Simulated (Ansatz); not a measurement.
# Run report: Pt, geometry relaxation

- system: Pt (2 atoms in the cell)
- method: DFT, PBE, all-electron LAPW, Dirac equation with spin-orbit coupling (Ansatz 0.2.0)

It belongs to a series of runs on one base structure; here: hcp relaxed, LAPW. Figures and captions count atoms from 1; the log counts them from 0 in places.

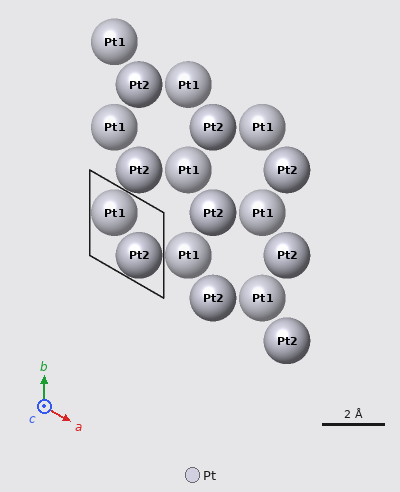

**Figure 1.** The input geometry (spheres-only view of the cell of the calculation, repeated 3 × 3 × 1, along the c axis; atoms are numbered from 1 in the order of the input).

## The input
```yaml
crystal:
  lattice:
    - [2.7721600616, 0.0, 0.0]
    - [-1.3860800308, 2.4007610367, 0.0]
    - [0.0, 0.0, 4.7396433465]
  atoms:
    - { symbol: Pt, position: [0.3333333333, 0.6666666667, 0.25] }
    - { symbol: Pt, position: [0.6666666667, 0.3333333333, 0.75] }
kpoints:
  mp_grid: { grid: [17, 17, 9] }
scf:
  occupations: { method: fermi_dirac, width: 0.05 }
hamiltonian:
  xc: pbe
  pseudopotentials: { kind: all_electron, lapw: { basis_error: 0.0005 } }
output:
  forces: true
  stress: true
  eigenvalues: true
  populations: true
relax:
  f_tol: 0.005
  max_steps: 25
  cell: {}
magnetization:
  noncollinear: true
  spin_orbit: true
```

Machine: 2 threads of AMD EPYC (Zen 3), 64 GiB of memory available, shared host.

Run as:
```bash
ansatz run input.yaml --threads 2 --pin off --max-ram 5120MiB --backend cpu --events-out ev --progress --plain --runs-dir out
```

## Log
```
The last accepted step is kept in [file] (removed where the run ends without a failure and the disk answers)
Pt: projections on atomic orbitals take those of the free atom 1s2 2s2 2p6 3s2 3p6 3d10 4s2 4p6 4d10 4f14 5s2 5p6 5d9 6s1, of charge +0.00 (hamiltonian.pseudopotentials.projection_atoms)
LAPW: plane waves up to 9.054 Å⁻¹, error target 5.0e-4 eV per atom; Dirac's equation on spinors; Pt in spheres of 1.344 Å, 42 of its electrons in bands (how accurate: hamiltonian.pseudopotentials.lapw.basis_error, Limitations)
Engine: ansatz 0.2.0, x86_64-unknown-linux-gnu
Pseudopotentials: kind: all_electron
Pseudopotential: Pt, LAPW, valence charge 42, lapw/all_electron/dirac/gaussian/Pt, Dirac's equation, gaussian nucleus
Functional definition: PBE
  parameter kappa = 0.804
  parameter beta = 0.06672455060314922
  exchange = pbe_x(kappa = kappa, mu = beta*pi^2/3)
  correlation = pbe_c(beta = beta)
non-collinear run that drives no moment, with spin-orbit: no starting moment large enough to seed its density (crystal.atoms[].spin), no starting occupations that ask for one, no magnetisation constraint and no magnetic field, so the semilocal B_xc is pinned to zero
Crystal: 2 atoms, lattice volume = 31.544 Å³
Basis set: ecut = 312.34594001034446 eV, 373 PW (Γ), exchange–correlation at level 2
Bands: 102, of which v1, the nominal top of the filled ones, is band 84 counted from 1 (83 counted from 0)
Symmetry: 24 space group operations + 24 with time reversal
Magnetic group: BNS 194.264 (UNI 1494), of the structure as read, at distance tolerance 3.2e-5 Å
k-points: 165 of 2601
Non-local potential: Pt, projectors of the file, none
Initial density: superposition of atomic densities (chi_scale 0.1, normalization cell)
Initial wavefunctions: plane waves of lowest kinetic energy (no species holds an atomic orbital)
Functional: x = pbe(κ = 0.804, μ = 0.2195149727645171), c = pbe(β = 0.06672455060314922)
iter 1 solved again at ethr=3.32e-4 eV; its pass at ethr=1.00e-1 eV (dr2=2.79e-1 eV) is discarded
SCF iter   1: F=—  HF=-1003728.257282 eV  |F-HF|=—  |Δ(HF+E_count)|=         —  Δρ=3.85e-2  dr2=2.79e-1  dr2_m=0.00e0 (ungated)  ethr=3.32e-4  |M|=0.00e0 ∫|m|=0.00e0 μB  β_m=0.30  ⟨swp⟩=2.9  Hψ=103150  notcnv=0
preconditioner: auto → Kerker (q_TF=auto, 3.212 Å⁻¹)  [metal: Δε(μ)=0.000 eV  Ē_g=14.387 eV  σ=0.050 eV  W_gap=0.00  n_scr=22 (ndim 8)  ℏωp=29.6 eV  f_vac=0.011  D(μ)=3.74/eV (n_scr^D=42)]
spin=Noncollinear: Kerker preconditioning applied to the charge; magnetization (m_x, m_y, m_z) channels mix plain (no charge-response kernel on spin).
SCF iter   2: F=—  HF=-1003727.679001 eV  |F-HF|=—  |Δ(HF+E_count)|=   5.78e-1  Δρ=2.18e-2  dr2=9.92e-2  dr2_m=0.00e0 (ungated)  ethr=3.32e-4  |M|=0.00e0 ∫|m|=0.00e0 μB  β_m=0.39  ⟨swp⟩=2.0  Hψ=51625  notcnv=0
SCF iter   3: F=—  HF=-1003727.579720 eV  |F-HF|=—  |Δ(HF+E_count)|=   9.93e-2  Δρ=1.07e-2  dr2=2.99e-2  dr2_m=0.00e0 (ungated)  ethr=1.18e-4  |M|=0.00e0 ∫|m|=0.00e0 μB  β_m=0.50  ⟨swp⟩=2.0  Hψ=50649  notcnv=0
SCF iter   4: F=—  HF=-1003727.575867 eV  |F-HF|=—  |Δ(HF+E_count)|=         —  Δρ=5.70e-3  dr2=1.03e-2  dr2_m=0.00e0 (ungated)  ethr=3.56e-5  |M|=0.00e0 ∫|m|=0.00e0 μB  β_m=0.69  ⟨swp⟩=2.0  Hψ=48852  notcnv=0
the basis was enlarged: its passes take 3.5 MiB over the memory plan, 2 of 2 planned eigensolver slots
SCF iter   5: F=—  HF=-1003727.577167 eV  |F-HF|=—  |Δ(HF+E_count)|=   1.30e-3  Δρ=2.02e-3  dr2=1.43e-3  dr2_m=0.00e0 (ungated)  ethr=1.22e-5  |M|=0.00e0 ∫|m|=0.00e0 μB  β_m=0.85  ⟨swp⟩=2.0  Hψ=48271  notcnv=0
iter 6 solved again at ethr=4.09e-8 eV; its pass at ethr=1.70e-6 eV (dr2=3.44e-5 eV) is discarded
SCF iter   6: F=—  HF=-1003727.577492 eV  |F-HF|=—  |Δ(HF+E_count)|=   3.25e-4  Δρ=3.97e-4  dr2=3.43e-5  dr2_m=0.00e0 (ungated)  ethr=4.09e-8  |M|=0.00e0 ∫|m|=0.00e0 μB  β_m=0.81  ⟨swp⟩=2.0  Hψ=83214  notcnv=0
SCF iter   7: F=—  HF=-1003727.577485 eV  |F-HF|=—  |Δ(HF+E_count)|=   7.16e-6  Δρ=1.99e-4  dr2=8.00e-6  dr2_m=0.00e0 (ungated)  ethr=4.08e-8  |M|=0.00e0 ∫|m|=0.00e0 μB  β_m=0.90  ⟨swp⟩=2.0  Hψ=48855  notcnv=0
SCF iter   8: F=—  HF=-1003727.577486 eV  |F-HF|=—  |Δ(HF+E_count)|=   1.23e-6  Δρ=4.28e-5  dr2=5.61e-7  dr2_m=0.00e0 (ungated)  ethr=9.53e-9  |M|=0.00e0 ∫|m|=0.00e0 μB  β_m=0.95  ⟨swp⟩=2.0  Hψ=48859  notcnv=0
SCF iter   9: F=-1003727.577486 eV  HF=-1003727.577486 eV  |F-HF|=1.70e-8  |Δ(HF+E_count)|=   1.61e-8  Δρ=1.38e-5  dr2=5.94e-8  dr2_m=0.00e0 (ungated)  ethr=6.68e-10  |M|=0.00e0 ∫|m|=0.00e0 μB  ⟨swp⟩=2.0  Hψ=48855  notcnv=0
SCF 1 converged in 9 iterations: F = -1003727.577486 eV  dr2 = 5.94e-8
relax step   1: F+E_penalty+E_count = -1003727.57748571 eV  Δ(F+E_penalty+E_count) = +0.000e0 eV  max|allowed force component| = 9.252e-17 eV/Å  Δτ_max = 0.0000 Å  P = -0.030 GPa  Ω = 31.544 Å³  (9 SCF iters, accepted)
Initial density: handed on by an earlier stage of this run
Initial wavefunctions: those handed on with the density
iter 1 solved again at ethr=6.34e-11 eV; its pass at ethr=1.00e-1 eV (dr2=5.33e-8 eV) is discarded
SCF iter   1: F=—  HF=-1003727.577486 eV  |F-HF|=—  |Δ(HF+E_count)|=         —  Δρ=1.22e-5  dr2=5.34e-8  dr2_m=0.00e0 (ungated)  ethr=6.34e-11  |M|=0.00e0 ∫|m|=0.00e0 μB  β_m=0.30  ⟨swp⟩=6.8  Hψ=100798  notcnv=0  reapply=1
preconditioner: auto → Kerker (q_TF=auto, 3.212 Å⁻¹)  [metal: Δε(μ)=0.002 eV  Ē_g=14.674 eV  σ=0.050 eV  W_gap=0.01  n_scr=22 (ndim 8)  ℏωp=29.6 eV  f_vac=0.000  D(μ)=3.86/eV (n_scr^D=42)]
spin=Noncollinear: Kerker preconditioning applied to the charge; magnetization (m_x, m_y, m_z) channels mix plain (no charge-response kernel on spin).
SCF iter   2: F=-1003727.577486 eV  HF=-1003727.577486 eV  |F-HF|=7.22e-9  |Δ(HF+E_count)|=   7.68e-9  Δρ=1.06e-5  dr2=4.11e-8  dr2_m=0.00e0 (ungated)  ethr=6.34e-11  |M|=0.00e0 ∫|m|=0.00e0 μB  ⟨swp⟩=2.0  Hψ=48855  notcnv=0
SCF 2 converged in 2 iterations: F = -1003727.577486 eV  dr2 = 4.11e-8
relax step   2: F+E_penalty+E_count = -1003727.57748571 eV  Δ(F+E_penalty+E_count) = -2.095e-9 eV  max|allowed force component| = 5.551e-17 eV/Å  Δτ_max = 0.0000 Å  P = -0.030 GPa  Ω = 31.544 Å³  stress off target by 4.67e-2 GPa  SCF on the basis re-selected at this cell (its energy is not comparable with the rows above)  (2 SCF iters)
```

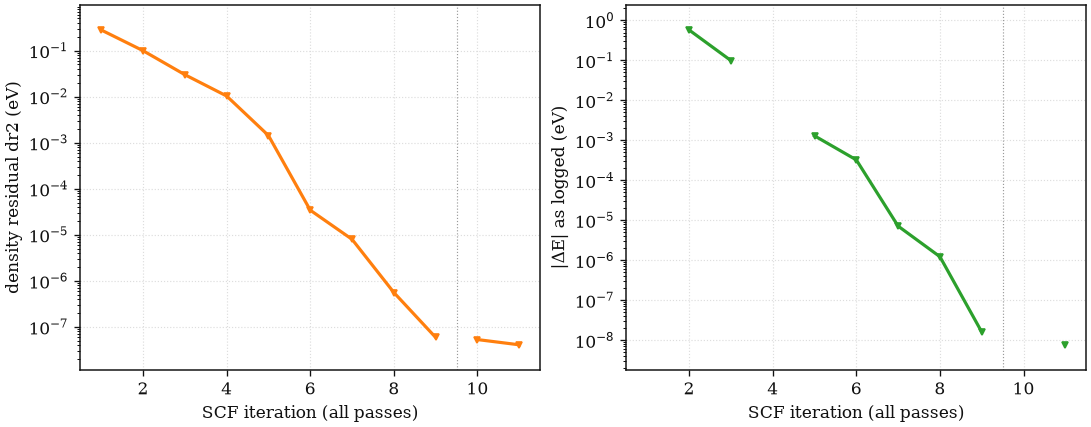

**Figure 2.** Convergence of the self-consistent field: density residual dr2 and size of the energy change against the SCF iteration. The dotted lines part the SCF passes of the relaxation: geometry steps, rejected trials and re-solves on a re-selected basis. The passes take 9 and 2 iterations.

```
basis re-selected at this cell: Δ(F+E_penalty+E_count) = -2.095e-9 eV, ΔP = -0.000 GPa vs the last step (what re-selecting the basis moved, after the strain that the cell walked since its last selection, with what the two solves' SCF thresholds leave and, on support functions, any second-order correction that the steps lacked; it is no measure of the basis error at this ecutwfc). This SCF's stress stands 4.67e-2 GPa from its target on what of the cell is left free (relax.cell.stress_tol is 5.00e-2 GPa) and its largest allowed force component is 5.55e-17 eV/Å (relax.f_tol is 5.00e-3 eV/Å): within both
SCF converged after 2 iterations
Magnetization: |M| = 0.0000 μB,  M = (+0.0000, +0.0000, +0.0000) μB
Absolute magnetization: 0.0000 μB (∫|m|)
  site 0: m = (+0.0000, +0.0000, +0.0000) μB, |m| = 0.0000 μB  (R = 1.34 Å)
  site 1: m = (+0.0000, +0.0000, +0.0000) μB, |m| = 0.0000 μB  (R = 1.34 Å)
Free energy (F): -1003727.577486 eV
Harris-Foulkes:  -1003727.577486 eV  (|F-HF|=7.22e-9)
Internal energy: -1003727.546867 eV  (E = F + TS)
E sigma→0 (E₀):  -1003727.562176 eV
Entropy (-TS):   -0.030619 eV (-15.309 meV/atom)
Fermi energy:    27.363625 eV
--- Per-component energies (eV) ---
  E_band       = -6726.408114
  E_kinetic    = 1147682.204494
  E_xc         = -19445.159708
  E_electrostatic = -2131964.591653  (all electrons and nuclei)
  E_smearing   = -0.030619  (= −TS)
  E_closure    = 0.000000  (closes the sum)
  E_atoms      = -1003714.836673  (free atoms, spherical and without spin; not in F)
  Σ components = -1003727.577486   (vs F -1003727.577486, Δ=0.00e0)
  Basis errors (estimates in eV, not in F): energy 1.4e-4 per atom: plane waves 1.2e-4 (6.1e-5 summed), levels above the bands 2.7e-167, relativity 6.2e-8, radial functions 1.9e-5, core shells 3.6e-7; eigenvalues (radial functions only) 3.4e-7; not estimated: angular momenta, meshes, grids; target (lapw.basis_error) 5.0e-4; muffin-tin radii Pt 1.344 Å
--- Forces (eV/Å), atoms counted from 1 ---
  atom   1  Pt    -0.00000000    -0.00000000     0.00000000
  atom   2  Pt     0.00000000     0.00000000    -0.00000000
  max |Σ_I F_I| component: 6.94e-18 eV/Å
--- Stress (GPa, compression-positive) ---
       -0.046717       0.000000      -0.000000
        0.000000      -0.046717      -0.000000
       -0.000000      -0.000000       0.002163
  P = ⅓ Tr σ = -0.0304 GPa (-0.304 kbar)
--- Band table (eV; the first three rows and the last of 165) ---
  k-point 0: bands = ["-285.5468", "-285.5468", "-285.5468", "-285.5468", "-285.5098", "-285.5098", "-285.5098", "-285.5098", "-268.7277", "-268.7277", "-268.7277", "-268.7277", "-268.6826", "-268.6826", "-268.6826", "-268.6826", "-268.6810", "-268.6810", "-268.6810", "-268.6810", "-70.8595", "-70.8595", "-70.8384", "-70.8384", "-41.1999", "-41.1999", "-41.1999", "-41.1999", "-41.1519", "-41.1519", "-41.1516", "-41.1516", "-41.1501", "-41.1501", "-41.1498", "-41.1498", "-37.7546", "-37.7546", "-37.7546", "-37.7546", "-37.7046", "-37.7046", "-37.7045", "-37.7045", "-37.6987", "-37.6987", "-37.6986", "-37.6986", "-37.6957", "-37.6957", "-37.6946", "-37.6946", "-36.1594", "-36.1594", "-36.0877", "-36.0877", "-21.2981", "-21.2981", "-21.0570", "-21.0570", "-20.9997", "-20.9997", "-20.9721", "-20.9721", "17.5476", "17.5476", "20.2080", "20.2080", "23.1676", "23.1676", "23.2413", "23.2413", "23.5389", "23.5389", "24.3860", "24.3860", "24.7987", "24.7987", "25.2886", "25.2886", "25.8033", "25.8033", "26.5039", "26.5039", "26.6530", "26.6530", "27.4500", "27.4500", "32.2298", "32.2298", "42.2672", "42.2672", "43.1047", "43.1047", "44.5235", "44.5235", "47.1122", "47.1122", "48.6495", "48.6495", "49.4624", "49.4624"]
  k-point 1: bands = ["-285.5468", "-285.5468", "-285.5468", "-285.5468", "-285.5098", "-285.5098", "-285.5098", "-285.5098", "-268.7277", "-268.7277", "-268.7277", "-268.7277", "-268.6826", "-268.6826", "-268.6826", "-268.6826", "-268.6810", "-268.6810", "-268.6810", "-268.6810", "-70.8589", "-70.8589", "-70.8390", "-70.8390", "-41.1999", "-41.1999", "-41.1999", "-41.1999", "-41.1519", "-41.1519", "-41.1516", "-41.1516", "-41.1501", "-41.1501", "-41.1498", "-41.1498", "-37.7546", "-37.7546", "-37.7546", "-37.7546", "-37.7046", "-37.7046", "-37.7045", "-37.7045", "-37.6987", "-37.6987", "-37.6986", "-37.6986", "-37.6956", "-37.6956", "-37.6946", "-37.6946", "-36.1572", "-36.1572", "-36.0898", "-36.0898", "-21.2885", "-21.2885", "-21.0553", "-21.0553", "-21.0015", "-21.0015", "-20.9822", "-20.9822", "17.6563", "17.6563", "20.1975", "20.1975", "23.1413", "23.1413", "23.2314", "23.2314", "23.5186", "23.5186", "24.3515", "24.3515", "24.7454", "24.7454", "25.3840", "25.3840", "25.8722", "25.8722", "25.9379", "25.9379", "26.7427", "26.7427", "27.4220", "27.4220", "32.9000", "32.9000", "41.9227", "41.9227", "43.5063", "43.5063", "44.2707", "44.2707", "46.8400", "46.8400", "48.0232", "48.0232", "50.0327", "50.0327"]
  k-point 2: bands = ["-285.5468", "-285.5468", "-285.5468", "-285.5468", "-285.5098", "-285.5098", "-285.5098", "-285.5098", "-268.7277", "-268.7277", "-268.7277", "-268.7277", "-268.6826", "-268.6826", "-268.6826", "-268.6826", "-268.6810", "-268.6810", "-268.6810", "-268.6810", "-70.8570", "-70.8570", "-70.8408", "-70.8408", "-41.1999", "-41.1999", "-41.1999", "-41.1999", "-41.1518", "-41.1518", "-41.1516", "-41.1516", "-41.1501", "-41.1501", "-41.1499", "-41.1499", "-37.7546", "-37.7546", "-37.7546", "-37.7546", "-37.7046", "-37.7046", "-37.7045", "-37.7045", "-37.6987", "-37.6987", "-37.6986", "-37.6986", "-37.6955", "-37.6955", "-37.6947", "-37.6947", "-36.1510", "-36.1510", "-36.0960", "-36.0960", "-21.2609", "-21.2609", "-21.0503", "-21.0503", "-21.0112", "-21.0112", "-21.0065", "-21.0065", "17.9722", "17.9722", "20.1416", "20.1416", "23.0779", "23.0779", "23.2137", "23.2137", "23.4615", "23.4615", "24.2896", "24.2896", "24.5742", "24.5742", "24.9766", "24.9766", "25.6205", "25.6205", "26.0635", "26.0635", "26.7372", "26.7372", "27.3319", "27.3319", "34.4740", "34.4740", "41.4799", "41.4799", "43.7026", "43.7026", "43.8631", "43.8631", "46.4728", "46.4728", "47.4489", "47.4489", "49.0798", "49.0798"]
  k-point 164: bands = ["-285.5468", "-285.5468", "-285.5468", "-285.5468", "-285.5098", "-285.5098", "-285.5098", "-285.5098", "-268.7277", "-268.7277", "-268.7277", "-268.7277", "-268.6826", "-268.6826", "-268.6826", "-268.6826", "-268.6810", "-268.6810", "-268.6810", "-268.6810", "-70.8239", "-70.8239", "-70.8236", "-70.8236", "-41.2004", "-41.2004", "-41.2004", "-41.2004", "-41.1520", "-41.1520", "-41.1520", "-41.1520", "-41.1499", "-41.1499", "-41.1499", "-41.1499", "-37.7553", "-37.7553", "-37.7553", "-37.7553", "-37.7042", "-37.7042", "-37.7042", "-37.7042", "-37.6987", "-37.6987", "-37.6987", "-37.6987", "-37.6959", "-37.6959", "-37.6958", "-37.6958", "-36.2013", "-36.2013", "-36.2004", "-36.2004", "-21.4057", "-21.4057", "-21.3586", "-21.3586", "-21.1964", "-21.1964", "-21.1497", "-21.1497", "21.8605", "21.8605", "22.0566", "22.0566", "22.5690", "22.5690", "22.7345", "22.7345", "23.4019", "23.4019", "23.7721", "23.7721", "24.6577", "24.6577", "25.4098", "25.4098", "27.0483", "27.0483", "27.2396", "27.2396", "32.8798", "32.8798", "33.3006", "33.3006", "33.8899", "33.8899", "34.4331", "34.4331", "35.8549", "35.8549", "36.8151", "36.8151", "44.2716", "44.2716", "44.5463", "44.5463", "46.2260", "46.2260"]
--- Relaxed structure (1 steps of the walk, 1 accepted, 1 SCFs on fresh bases) ---
  F+E_penalty+E_count = -1003727.57748571 eV   max|allowed force component| = 5.551e-17 eV/Å   (the final SCF, on the basis selected at the relaxed cell)
  cell:  # Å, volume = 31.5437 Å³
    - [2.77216006159871, 0.0, 0.0]
    - [-1.386080030799355, 2.4007610367011174, 0.0]
    - [0.0, 0.0, 4.7396433465]
  atoms:
    - { symbol: Pt, position: [0.33333333333333337, 0.6666666666666667, 0.25] }
    - { symbol: Pt, position: [0.6666666666666666, 0.33333333333333337, 0.7500000000000001] }
--- Löwdin populations: 2 sites ---
  site symbol       q [e]
     0     Pt     77.7504
     1     Pt     77.7504
  spilling = 0.003200 (of n_electrons = 156.000000)
```

## File populations.tsv
```
# site	symbol	l	j	q
# orbitals = lowdin
# n_electrons = 156.000000
# spilling = 0.003200
# projection_atom_Pt: 1s2 2s2 2p6 3s2 3p6 3d10 4s2 4p6 4d10 4f14 5s2 5p6 5d9 6s1
0	Pt	0_1S	0.5	2.000000
0	Pt	0_2S	0.5	1.999993
0	Pt	0_3S	0.5	1.999914
0	Pt	0_4S	0.5	1.999129
0	Pt	0_5S	0.5	1.987418
0	Pt	0_6S	0.5	0.978313
0	Pt	1_2P	0.5	1.986635
0	Pt	1_2P	1.5	4.000078
0	Pt	1_3P	0.5	1.987536
0	Pt	1_3P	1.5	3.996901
0	Pt	1_4P	0.5	1.984696
0	Pt	1_4P	1.5	3.995200
0	Pt	1_5P	0.5	1.972814
0	Pt	1_5P	1.5	3.992309
0	Pt	2_3D	1.5	3.998788
0	Pt	2_3D	2.5	5.999752
0	Pt	2_4D	1.5	3.998313
0	Pt	2_4D	2.5	5.998836
0	Pt	2_5D	1.5	3.767791
0	Pt	2_5D	2.5	5.106804
0	Pt	3_4F	2.5	5.999643
0	Pt	3_4F	3.5	7.999571
1	Pt	0_1S	0.5	2.000000
1	Pt	0_2S	0.5	1.999993
1	Pt	0_3S	0.5	1.999914
1	Pt	0_4S	0.5	1.999129
1	Pt	0_5S	0.5	1.987418
1	Pt	0_6S	0.5	0.978313
1	Pt	1_2P	0.5	1.986635
1	Pt	1_2P	1.5	4.000078
1	Pt	1_3P	0.5	1.987536
1	Pt	1_3P	1.5	3.996901
1	Pt	1_4P	0.5	1.984696
1	Pt	1_4P	1.5	3.995200
1	Pt	1_5P	0.5	1.972814
1	Pt	1_5P	1.5	3.992309
1	Pt	2_3D	1.5	3.998788
1	Pt	2_3D	2.5	5.999752
1	Pt	2_4D	1.5	3.998313
1	Pt	2_4D	2.5	5.998836
1	Pt	2_5D	1.5	3.767791
1	Pt	2_5D	2.5	5.106804
1	Pt	3_4F	2.5	5.999643
1	Pt	3_4F	3.5	7.999571
```

## Trajectory as extended XYZ (Å, eV, eV/Å), 2 frames, from step=1 to step=2
```
2
Lattice="2.7722 0.0000 0.0000 -1.3861 2.4008 0.0000 0.0000 0.0000 4.7396" Properties=species:S:1:pos:R:3:forces:R:3 step=1 energy=-1003727.57749 pressure_GPa=-0.03
Pt    0.0000    1.6005    1.1849    0.0000   0.0000   0.0000
Pt    1.3861    0.8003    3.5547    0.0000   0.0000   0.0000
2
Lattice="2.7722 0.0000 0.0000 -1.3861 2.4008 0.0000 0.0000 0.0000 4.7396" Properties=species:S:1:pos:R:3:forces:R:3 step=2 energy=-1003727.57749 pressure_GPa=-0.03
Pt    0.0000    1.6005    1.1849    0.0000   0.0000   0.0000
Pt    1.3861    0.8003    3.5547    0.0000   0.0000   0.0000
```

## Key numbers

```json
{"quantity": "outcome", "value": "converged"}
{"quantity": "space group (tolerance 0.01 Å)", "value": "P6₃/mmc (194)"}
{"quantity": "electrons in bands (core shells apart)", "value": "84"}
{"quantity": "free energy", "value": "−1003727.5775 eV"}
{"quantity": "Fermi energy", "value": "27.364 eV"}
{"quantity": "net moment of the cell", "value": "0.00 μB"}
{"quantity": "integrated absolute moment", "value": "0.00 μB"}
{"quantity": "pressure", "value": "−0.03 GPa"}
{"quantity": "final volume", "value": "31.54 Å³"}
{"quantity": "largest force (length of the vector) at the end", "value": "under 0.001 eV/Å"}
{"quantity": "final cell", "value": "a = 2.772 Å, b = 2.772 Å, c = 4.740 Å, α = 90.00°, β = 90.00°, γ = 120.00°"}
{"quantity": "wall time", "value": "13 min (CPU time 26 min)"}
{"quantity": "peak memory", "value": "2.4 GiB"}
```
